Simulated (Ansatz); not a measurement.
Consider BN.

```xyz
4
Lattice="0.0000 -1.8130 -1.8130 0.0000 1.8130 -1.8130 3.6260 0.0000 0.0000" Properties=species:S:1:pos:R:3 pbc="T T T"
B     0.8765    0.9065   -0.9065
B     2.7495   -0.9065   -0.9065
N     0.0000    0.0000   -1.8130
N     1.8130    0.0000    0.0000
```

Space group P-4m2; a structure from a database of computed crystals, not necessarily the ambient phase; not relaxed (largest force 1.6 eV/Å); computed pressure about −5 GPa in this cell.

Computed with DFT r2SCAN, scalar-relativistic, plane waves, PAW (Ansatz).

**Predict the valence pseudo-density and electron localisation function between the atoms.**

B–N (1.55 Å): the density is about 1.5 e/Å³ at the midpoint; the ELF peaks at about 0.95 between the atoms; a shared but strongly polarised pair.

**Does the calculation give a band gap?**

It is gapped, with a Kohn–Sham gap of 4.4 eV on the k-point mesh, an upper bound to the gap of this method.

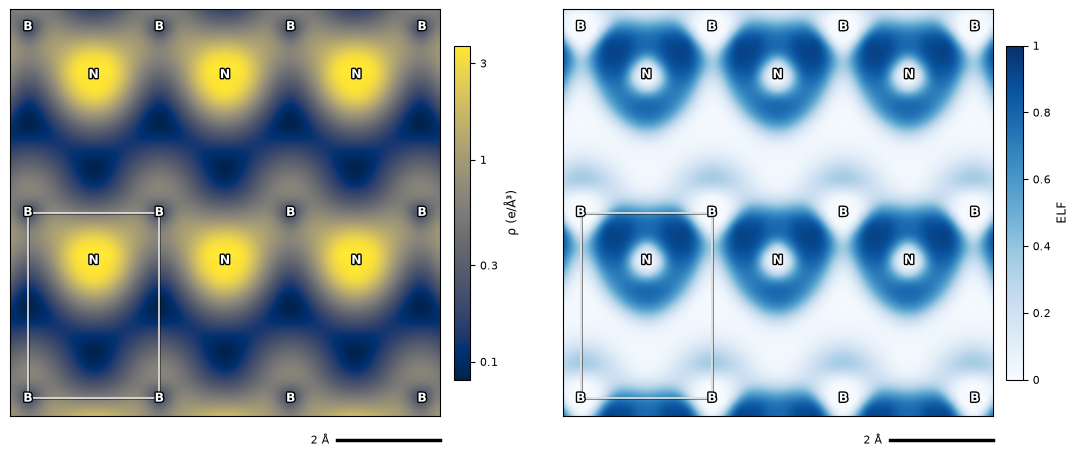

Computed valence pseudo-density and electron localisation function on the (010) plane of the conventional cell, in this order. 
